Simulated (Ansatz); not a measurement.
# From r2SCAN to G0W0: CaTiN2 (Pmmn)

Wanted: the gap of CaTiN2 (Pmmn) with a many-body correction, and the time that it takes.

Method: r2SCAN, then G0W0 on it, plane waves, PAW, in Ansatz 0.2.0.

### Step 1. The structure

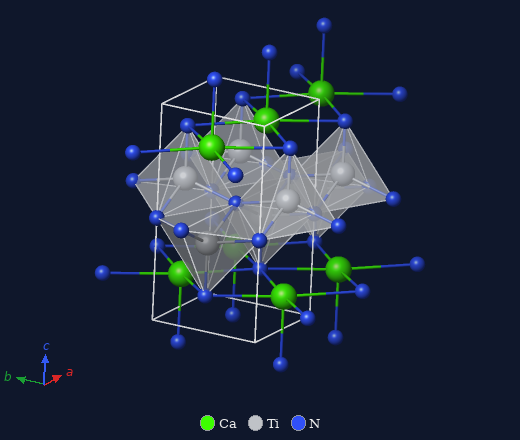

The starting structure, seen from a free direction (calcium green, titanium light grey, nitrogen blue). 2×1×1 cells are drawn. Some periodic images of atoms are drawn too.

Geometry: measured cell, ions relaxed with r2SCAN. The runs that relaxed it are not among those shown. The default PAW set here is soft_2. Its files were made with PBE.

### Step 2. The r2SCAN band structure

Levels along a band path and on the mesh show where this functional puts the band edges.

This step: DFT, r2SCAN, plane waves, PAW.

Contents of input.yaml:

```yaml
crystal:
  lattice:
    - [3.6131, 0.0, 0.0]
    - [0.0, 3.9365, 0.0]
    - [0.0, 0.0, 7.5421]
  atoms:
    - { symbol: Ca, position: [0.0, 0.5, 0.8496394539] }
    - { symbol: Ca, position: [0.5, 0.0, 0.1503605461] }
    - { symbol: Ti, position: [0.0, 0.5, 0.407547735] }
    - { symbol: Ti, position: [0.5, 0.0, 0.592452265] }
    - { symbol: "N", position: [0.5, 0.5, 0.5283250645] }
    - { symbol: "N", position: [0.0, 0.0, 0.4716749355] }
    - { symbol: "N", position: [0.0, 0.5, 0.1641950872] }
    - { symbol: "N", position: [0.5, 0.0, 0.8358049128] }
kpoints:
  mp_grid: { grid: [6, 6, 4] }
  band_path:
    path:
      - [[0.0, 0.0, 0.0], [0.5, 0.0, 0.0], [0.5, 0.5, 0.0], [0.0, 0.5, 0.0], [0.0, 0.0, 0.0], [0.0, 0.0, 0.5], [0.5, 0.0, 0.5], [0.5, 0.5, 0.5], [0.0, 0.5, 0.5], [0.0, 0.0, 0.5]]
      - [[0.5, 0.0, 0.0], [0.5, 0.0, 0.5]]
      - [[0.0, 0.5, 0.0], [0.0, 0.5, 0.5]]
      - [[0.5, 0.5, 0.0], [0.5, 0.5, 0.5]]
    npoints: 10
hamiltonian:
  xc: r2scan
scf:
  occupations: { method: fermi_dirac, width: 0.02 }
  n_extra_bands: 6
output:
  eigenvalues: true
  write_density: true
  write_potential: true
  elf: true
  volumetric_format: npy
```

Started as:

```
ansatz run input.yaml --threads 3 --pin off --max-ram 64512MiB --backend cuda --events-out ev --progress --plain --runs-dir out --devices 1 --max-vram 24GiB  # rebuilt from the run's record
```

Numbers of over 12 decimals in the logs are rounded to 6 here.

Output:

```text
scf.n_extra_bands = 6 over 32 filled bands (N_el = 64.0): the run solves 38 bands
GPUs: using 1 of 1 available (devices: 1).
Engine: ansatz 0.2.0, x86_64-unknown-linux-gnu
Pseudopotentials: kind: paw
Pseudopotential: Ca, paw, valence charge 10, recommended cutoff 500 eV (meta_gga), Ca.paw.azcp
Pseudopotential: Ti, paw, valence charge 12, recommended cutoff 500 eV (meta_gga), Ti.paw.azcp
Pseudopotential: N, paw, valence charge 5, recommended cutoff 500 eV (meta_gga), N.paw.azcp
Functional definition: r2SCAN
  parameter k0 = 0.174
  parameter k1 = 0.065
  parameter a1 = 4.9479
  exchange = r2scan_x(k0 = k0, k1 = k1, a1 = a1)
  correlation = r2scan_c
device memory: the entry about to start is reckoned to put 4.4 GiB on a device that reports 70.8 GiB free (of which the cap on the GPU budget leaves the run 24.0 GiB)
GPU FFT provider: cuFFT
GPU libraries: cuBLAS 13.8.2, cuFFT 12.4.0, cuSOLVER 12.3.4
Crystal: 8 atoms, lattice volume = 107.271 Å³
Basis set: ecut = 500 eV, 2729 PW (Γ), exchange–correlation on 108×120×240 points (64 copies of the dense FFT grid, shifted against one another)
Bands: 38, of which v1, the nominal top of the filled ones, is band 32 counted from 1 (31 counted from 0)
Symmetry: 8 space group operations
Space group: Pmmn (ITA 59), of the structure as read, at distance tolerance 4.8e-5 Å
k-points: 48 of 144
Non-local potential: Ca, projectors of the file, l = 0: 3, l = 1: 2, l = 2: 2
Non-local potential: Ti, projectors of the file, l = 0: 3, l = 1: 2, l = 2: 3, l = 3: 1
Non-local potential: N, projectors of the file, l = 0: 2, l = 1: 2, l = 2: 1
PAW form: soft (Blöchl's): semilocal exchange-correlation on the pseudo side does not see the compensation charge
PAW frozen core: Ca, regenerated for the run's functional (the file was generated under x = pbe(κ = 0.804, μ = 0.219515), c = pbe(β = 0.066725))
PAW frozen core: Ti, regenerated for the run's functional (the file was generated under x = pbe(κ = 0.804, μ = 0.219515), c = pbe(β = 0.066725))
PAW frozen core: N, regenerated for the run's functional (the file was generated under x = pbe(κ = 0.804, μ = 0.219515), c = pbe(β = 0.066725))
PAW one-centre angular grid: Ca, 302 points (default); XC on 160 Gauss nodes
PAW one-centre angular grid: Ti, 590 points (default); XC on 160 Gauss nodes
PAW one-centre angular grid: N, 302 points (default); XC on 160 Gauss nodes
Initial density: superposition of atomic densities (neutral atoms: chi_scale 0, normalization atom), corrected by the library's trained network
Initial wavefunctions: pseudopotential atomic-orbital guess
GPU buffer pool allocated for 48600 grid points (all kernels)
GPU transforms: local potential and band sums: pruned to the plane-wave sphere, on 27×30×60
Functional: x = r2scan, c = r2scan; τ floored in thin density (d = 2e-4 eV/Å³)
SCF iter   1: F=—  HF=-10204.295987 eV  |F-HF|=—  |Δ(HF+E_count)|=         —  Δρ=1.75e-2  dr2=4.29e-1  dr2_τ=4.80e-1  ethr=1.77e-3  ⟨swp⟩=9.6  Hψ=9105  notcnv=0
preconditioner: auto → Resta (q_TF=auto, 2.503 Å⁻¹)  ε∞=4.3  [insulator: Δε(μ)=1.353 eV  Ē_g=13.153 eV  σ=0.020 eV  W_gap=1.00  n_scr=38 (ndim 8)  ℏωp=23.8 eV  f_vac=0.000  D(μ)=0.00/eV (n_scr^D=0)  ε∞_Penn≈4.3]
SCF iter   2: F=—  HF=-10204.499544 eV  |F-HF|=—  |Δ(HF+E_count)|=   2.04e-1  Δρ=9.81e-3  dr2=1.07e-1  dr2_τ=2.40e-2  ethr=6.70e-4  ⟨swp⟩=3.0  Hψ=3844  notcnv=0  defer=96
SCF iter   3: F=—  HF=-10204.487318 eV  |F-HF|=—  |Δ(HF+E_count)|=   1.22e-2  Δρ=3.77e-3  dr2=1.03e-2  dr2_τ=5.80e-4  ethr=1.67e-4  ⟨swp⟩=2.4  Hψ=2524  notcnv=0  defer=96
SCF iter   4: F=—  HF=-10204.487023 eV  |F-HF|=—  |Δ(HF+E_count)|=   2.95e-4  Δρ=1.50e-3  dr2=3.01e-3  dr2_τ=3.83e-4  ethr=1.60e-5  ⟨swp⟩=2.1  Hψ=2837  notcnv=0  defer=96
SCF iter   5: F=—  HF=-10204.486611 eV  |F-HF|=—  |Δ(HF+E_count)|=   4.12e-4  Δρ=4.72e-4  dr2=2.23e-4  dr2_τ=2.43e-5  ethr=4.70e-6  ⟨swp⟩=2.0  Hψ=2399  notcnv=0  defer=96
SCF iter   6: F=—  HF=-10204.486603 eV  |F-HF|=—  |Δ(HF+E_count)|=   8.77e-6  Δρ=1.60e-4  dr2=3.54e-5  dr2_τ=4.23e-6  ethr=3.49e-7  ⟨swp⟩=2.0  Hψ=2496  notcnv=0  defer=96
SCF iter   7: F=—  HF=-10204.486741 eV  |F-HF|=—  |Δ(HF+E_count)|=   1.38e-4  Δρ=5.91e-5  dr2=5.35e-6  dr2_τ=1.49e-7  ethr=5.53e-8  ⟨swp⟩=2.0  Hψ=2468  notcnv=0  defer=96
SCF iter   8: F=-10204.486741 eV  HF=-10204.486741 eV  |F-HF|=2.67e-8  |Δ(HF+E_count)|=   1.09e-7  Δρ=8.50e-6  dr2=9.62e-8  dr2_τ=4.85e-9  ethr=1.56e-10  ⟨swp⟩=7.8  Hψ=6503  notcnv=0
SCF 1 converged in 8 iterations: F = -10204.486741 eV  dr2 = 9.62e-8
  greatest PAW one-centre occupation: 1.001 electrons in one spin orbital (limit 2), on the Ti atom at site 2 (counted from 0), in its partial waves of l = 1
device memory: the entry about to start is reckoned to put 5.9 GiB on a device that reports 70.8 GiB free (of which the cap on the GPU budget leaves the run 24.0 GiB)
NSCF: frozen V_eff on 124 k-points, pencils in batches of 32, up to order 168
SCF converged after 8 iterations
Free energy (F): -10204.486741 eV
Harris-Foulkes:  -10204.486741 eV  (|F-HF|=2.67e-8)
Internal energy: -10204.486741 eV  (E = F + TS)
E sigma→0 (E₀):  -10204.486741 eV
Fermi energy:    10.335662 eV
--- Per-component energies (eV) ---
  E_band       = -602.148359
  E_kinetic    = 1631.415871
  E_local      = -4414.742139  (includes V_loc(G=0)·N_el)
  E_nonlocal   = 314.229715
  E_hartree    = 1681.111027
  E_xc         = -704.012901
  E_vxc        = -1000.687642  (∫ρ·V_xc dr)
  E_paw        = -4353.303733  (= ΣΔE_a)
  E_vpaw       = -556.442224  (= ΣTr[D̂ρ^β])
  E_aug_tail   = 0.000253  (compensation charges beyond the density's cutoff)
  E_vtau       = 61.847130  (kinetic-family band-sum trace: ∫τ·v_τ [+ j·A + Jᵃ·Aᵃ] dr)
  E_ewald      = -4358.118332
  E_core_change = -1.066503  (= ΣΔE_core)
  E_smearing   = -0.000000  (= −TS)
  E_closure    = 0.000000  (closes the sum)
  Σ components = -10204.486741   (vs F -10204.486741, Δ=0.00e0)
--- Band table (eV; the first three rows and the last of 48) ---
  k-point 0: bands = [... 28 lower, 8.5654, 9.0878, 9.6914, 9.8113, 10.8859, 12.6399, 13.1589, 13.4756, ... 2 higher]
  k-point 1: bands = [... 28 lower, 8.6501, 9.1225, 9.6688, 9.6975, 10.8876, 12.7832, 13.0972, 13.1506, ... 2 higher]
  k-point 2: bands = [... 28 lower, 8.7125, 9.1788, 9.5648, 9.6438, 10.8893, 12.8992, 12.9958, 13.1424, ... 2 higher]
  k-point 47: bands = [... 28 lower, 8.1636, 8.1636, 8.8882, 8.8882, 12.5778, 12.5778, 12.6509, 12.6509, ... 2 higher]
```

Elapsed: 3 s, on 1 × NVIDIA H100 80GB HBM3 (shared by 3 runs) with 3 threads of AMD EPYC 7R13 (Zen 3), shared host; peak memory 1.2 GiB.

Reading the cycles: dr2 is the Hartree energy of the density residual (eV), the measure of convergence; HF is the Harris–Foulkes estimate of the energy, which meets the free energy F at convergence.

Numbers from this step:

| Property | Result |
| --- | --- |
| filled bands | 32 |
| gap | 1.075 eV |
| valence top at | Γ |
| conduction bottom at | Γ |
| least direct gap | 1.075 eV |

Over mesh and path the gap is 1.075 eV, direct, at k = Γ.

Electronic bands along the path, in eV, zero at the top of the highest nominally filled band:

```csv
point,band 29,band 30,band 31,band 32,band 33,band 34,band 35,band 36
Γ,-1.25,-0.72,-0.12,0.00,1.07,2.83,3.35,3.66
X,-1.77,-1.77,-1.70,-1.70,2.52,2.52,3.17,3.17
S,-1.65,-1.65,-0.44,-0.44,2.37,2.37,2.40,2.40
Y,-1.45,-1.45,-1.11,-1.11,3.11,3.11,3.21,3.21
Γ,-1.25,-0.72,-0.12,0.00,1.07,2.83,3.35,3.66
Z,-1.10,-0.63,-0.25,-0.17,1.08,3.09,3.18,3.33
U,-1.79,-1.79,-1.53,-1.53,2.50,2.50,3.21,3.21
R,-1.65,-1.65,-0.92,-0.92,2.77,2.77,2.84,2.84
T,-1.79,-1.79,-1.16,-1.16,3.29,3.29,3.31,3.31
Z,-1.10,-0.63,-0.25,-0.17,1.08,3.09,3.18,3.33
jump to X,-1.77,-1.77,-1.70,-1.70,2.52,2.52,3.17,3.17
U,-1.79,-1.79,-1.53,-1.53,2.50,2.50,3.21,3.21
jump to Y,-1.45,-1.45,-1.11,-1.11,3.11,3.11,3.21,3.21
T,-1.79,-1.79,-1.16,-1.16,3.29,3.29,3.31,3.31
jump to S,-1.65,-1.65,-0.44,-0.44,2.37,2.37,2.40,2.40
R,-1.65,-1.65,-0.92,-0.92,2.77,2.77,2.84,2.84
```

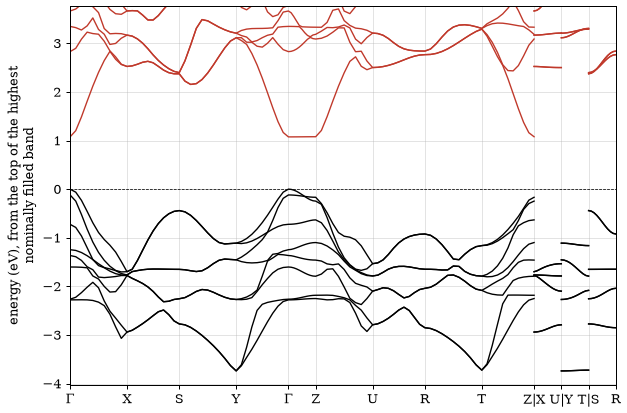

Electronic bands along the path; lines of filled and empty bands in two colours.

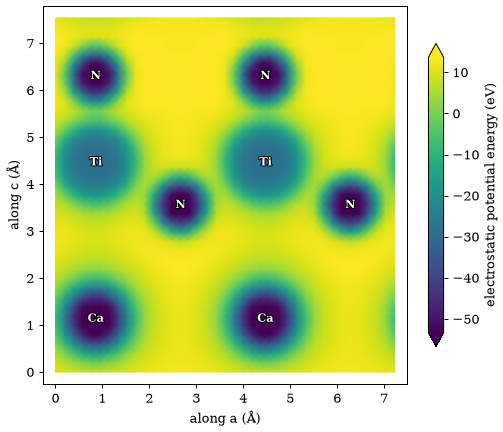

Electrostatic potential energy in the ac plane at fractional y = 0.000, with atoms of Ca and Ti and N within 0.2 Å of it. With pseudopotentials it is smooth inside the atoms' cores, unlike the true potential. The map starts off the cell's origin, so that atoms lie inside it.

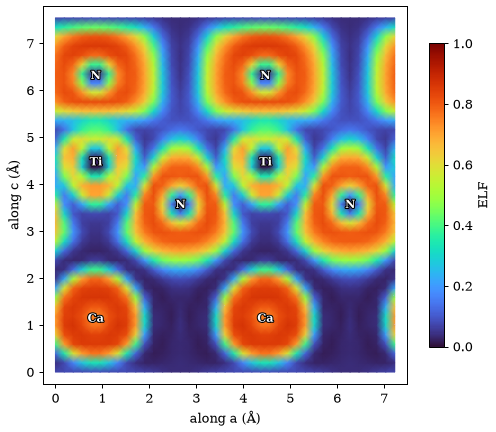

ELF in the ac plane at fractional y = 0.000, with atoms of Ca and Ti and N within 0.2 Å of it. It is the smooth field of the valence electrons, not physical close to the nuclei. The map starts off the cell's origin, so that atoms lie inside it.

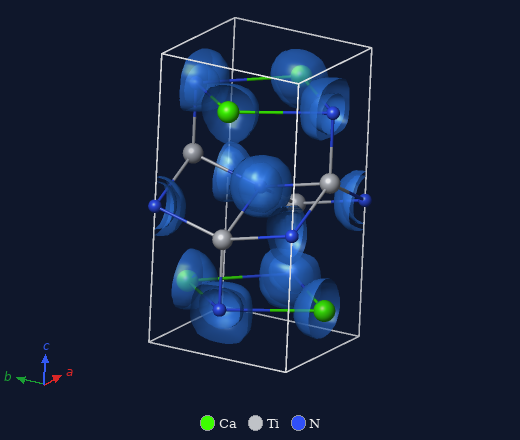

Surface of ELF = 0.8.

[end of part 1 of 2]

[Paths, hosts, dates, memory and timing lines, banners, echoed tables and standing remarks are left out of the program output.]

[Logs are printed without paths, hosts, clocks, repeated set-up lines and the standing remarks that a program may print on its own settings, such as how far it seeks lower states.]

[Runs of the session that timed out or met a known fault of the program may be left out.]

[Cells called generated may have been cut or substituted from an entry of the Crystallography Open Database or the Materials Project.]

[Hosts, paths, dates, database ids (printed as entryN), source tags and the programs' standing remarks are cut or masked in the printed files.]

[Where an RPA ε∞ is given, it is that of the G0W0 mesh and is not shown converged in it. Names of k-points follow the symmetry that the program found, which can be lower than the space group named. Band edges on a path are those of the sampled points; other points can move an edge, and change direct to indirect where valleys lie close.]

[Hybrid gaps are those of their k-mesh and are not shown converged in it.]
